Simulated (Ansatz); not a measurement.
System: Yb.

The calculation's input:

```
crystal:
  lattice:
    - [6.0302671658, 0.0, 0.0]
    - [-3.0151335829, 5.2223645572, 0.0]
    - [0.0, 0.0, 3.6043572894]
  atoms:
    - { symbol: Yb, position: [0.0, 1.0, 0.0] }
    - { symbol: Yb, position: [0.3333333333, 0.6666666667, 0.5] }
    - { symbol: Yb, position: [0.6666666667, 0.3333333333, 0.5] }
hamiltonian:
  xc: revpbe
  pseudopotentials:
    kind: paw
    azcp:
      Yb: "pseudopotentials/Yb.paw.azcp"
basis:
  ecutwfc: 420
  fft_grid_basis: typed
kpoints:
  mp_grid: { grid: [8, 8, 12], shift: [0, 0, 0] }
magnetization:
  spin_polarized: false
scf:
  occupations: { method: fermi_dirac, width: 0.1 }
output:
  write_density: true
  write_potential: true
  elf: true
  volumetric_format: npy
```

Below, planes, directions and counts refer to the conventional cell (a = 6.03 Å, b = 6.03 Å, c = 3.60 Å, α = 90.00°, β = 90.00°, γ = 120.00°).

Space group P6/mmm; set up as Yb, omega (AlB2-type); a generated structure, not necessarily the stable one; computed without spin polarisation; no Hubbard U on the f states and no spin–orbit coupling.

The calculation used DFT, revPBE, plane waves (420 eV) with PAW, scalar-relativistic (Ansatz).

> Predict the valence pseudo-density and electron localisation function between the atoms.

Yb–Yb (3.60 Å): ρ at the midpoint is about 0.08 e/Å³; the ELF is about 0.15 at the midpoint (no localised pair shows between them).

> Does the calculation make it a metal, or give it a gap?

It is metallic or semimetallic at this level of theory: no gap opens.

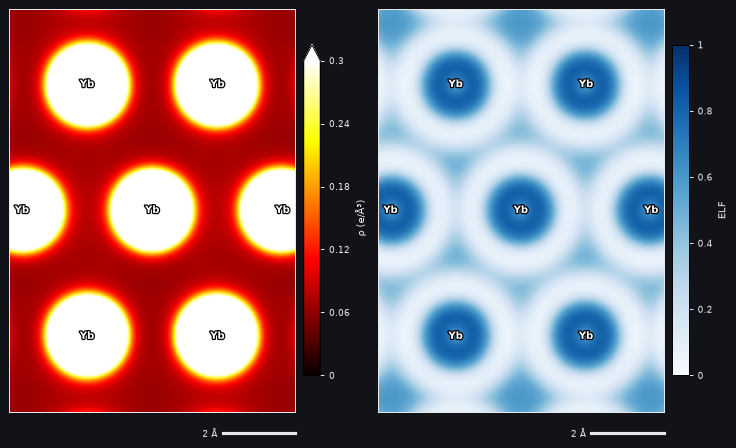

Computed valence pseudo-density and electron localisation function on the (110) plane of the conventional cell, in this order. 

The density is the valence pseudo-density of a PAW calculation; it isn't the true density close to the nuclei.
